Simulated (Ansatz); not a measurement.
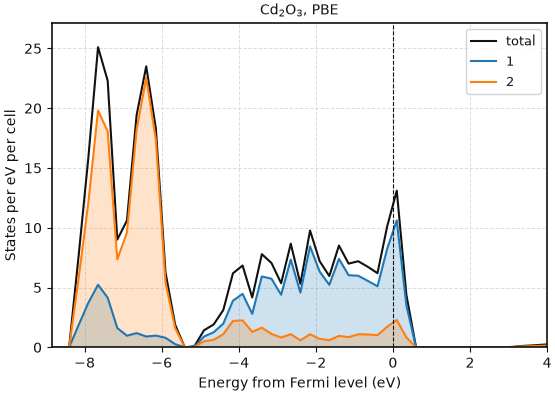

Density of states. Energies are counted from the Fermi level. The partial curves are projected on Löwdin-orthogonalised atomic shells.

Calculation on Cd2O3, space group R-3c, 10 atoms in the cell, a structure borrowed from another compound.

Level of theory: DFT with PBE, PAW plane waves, no spin polarisation, 7×7×7 k mesh, Fermi-Dirac smearing of 0.1 eV; code Ansatz 0.2.0.

**Assign each number in the legend. The candidates: Cd, O.**

1 is O; 2 is Cd.

**Metal or insulator, and how many states lie at the Fermi level?**

It is a metal. The density of states at the Fermi level isn't well fixed here: it changes fast, and within 0.3 eV it runs from 6.1 to 13 per eV and cell.

The structure was built from a prototype or by substitution, so it need not be a known phase. The atoms aren't at rest in this cell (largest force 0.4 eV/Å), so the relaxed material can differ. The cell is at 29 GPa in this functional.
